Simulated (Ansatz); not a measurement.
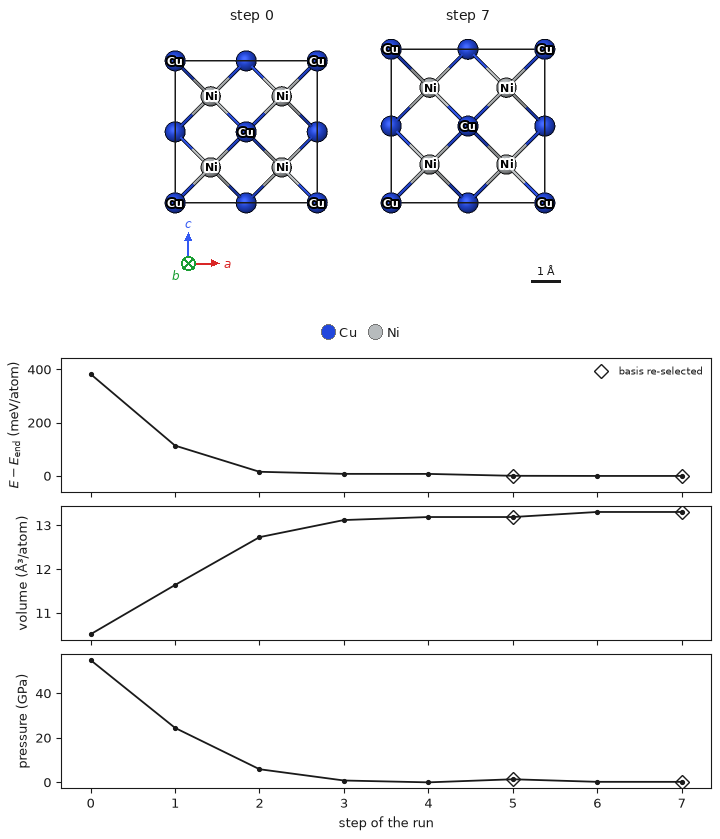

First and last geometry of a relaxation of crystalline CuNi₂ (built on the fluorite_225 type) (coarse preliminary run), with the history of the run. A ball-and-stick model of the conventional cell (4 times the calculation's cell), seen along the b axis. Lengths and directions refer to the drawn axes.

Case: fluorite type (Fm-3m, No. 225).

Computed with DFT PBE, scalar-relativistic, plane waves, PAW (Ansatz).

Input file:
```yaml
crystal:
  lattice:
    - [0.0, 2.5080714417, 2.5080714417]
    - [2.5080714417, 0.0, 2.5080714417]
    - [2.5080714417, 2.5080714417, 0.0]
  atoms:
    - { symbol: Cu, position: [0.0, 0.0, 0.0], spin: 0.11 }
    - { symbol: Ni, position: [0.25, 0.25, 0.25], spin: 0.5 }
    - { symbol: Ni, position: [0.75, 0.75, 0.75], spin: 0.5 }
basis:
  ecutwfc: 420
kpoints:
  mp_grid: { grid: [6, 6, 6] }
hamiltonian:
  xc: pbe
scf:
  occupations: { method: gaussian, width: 0.1 }
  lower_state_search: "off"
output:
  forces: true
  stress: true
  eigenvalues: true
  populations: true
magnetization:
  spin_polarized: true
relax:
  adjacent_minimum: "off"
  f_tol: 0.04
  max_steps: 70
  cell: { stress_tol: 0.4 }
```

Command:
```bash
ansatz run input.yaml --threads 1 --pin off --max-ram 2560MiB --backend cpu --events-out ev --progress --plain --runs-dir out
```

What do the curves and the structures tell?

Answer. It converged. After 5 accepted moves (7 points after the start) the energy has fallen by 383 meV per atom. All forces vanish by symmetry, so only the cell relaxes. The pressure goes from 54.94 to 0.22 GPa. At 2 points the geometry stayed and the basis and grid were re-selected for the new cell (energy shift of 7.1 meV per atom at most each time). No atom moves by more than 0.005 Å relative to the cell. The drawn cell changes as follows: a = b = c 5.016 → 5.425 Å (+8.2 %); the volume changes by +26.5 %. Near-neighbour distances that change, for instance: Cu1–Ni2 2.172 → 2.349 Å. The space group stays Fm-3m (No. 225).
